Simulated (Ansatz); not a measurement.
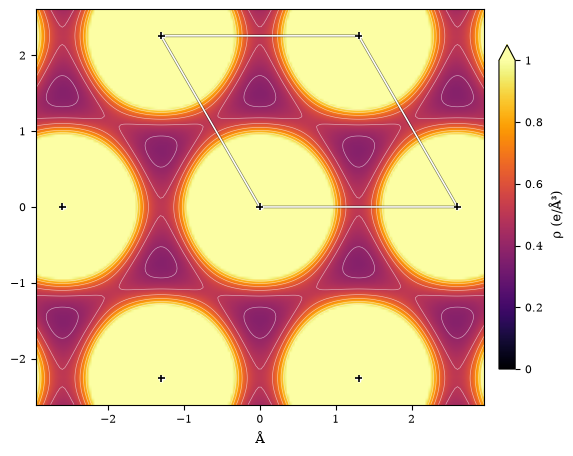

The valence electron density on a plane through atoms (crosses mark nuclei in the plane).

Level of theory: DFT r2SCAN, scalar-relativistic, plane waves, PAW (Ansatz 0.2.0).

Candidates:
A. TiSi₂, a = 4.78 Å, b = 8.23 Å, c = 8.52 Å, α = 90.00°, β = 90.00°, γ = 90.00°. Space group Fddd; computed without spin polarisation.
B. Pt, a = 2.61 Å, b = 2.61 Å, c = 7.66 Å, α = 90.00°, β = 90.00°, γ = 120.00°. Space group R-3m; computed pressure about 17 GPa in this cell.

Q: Which candidate gave the map?

A: Candidate B: Pt on the (001) plane of the conventional cell, which holds Pt. Pt–Pt (2.61 Å): the density is about 0.51 e/Å³ at the midpoint.
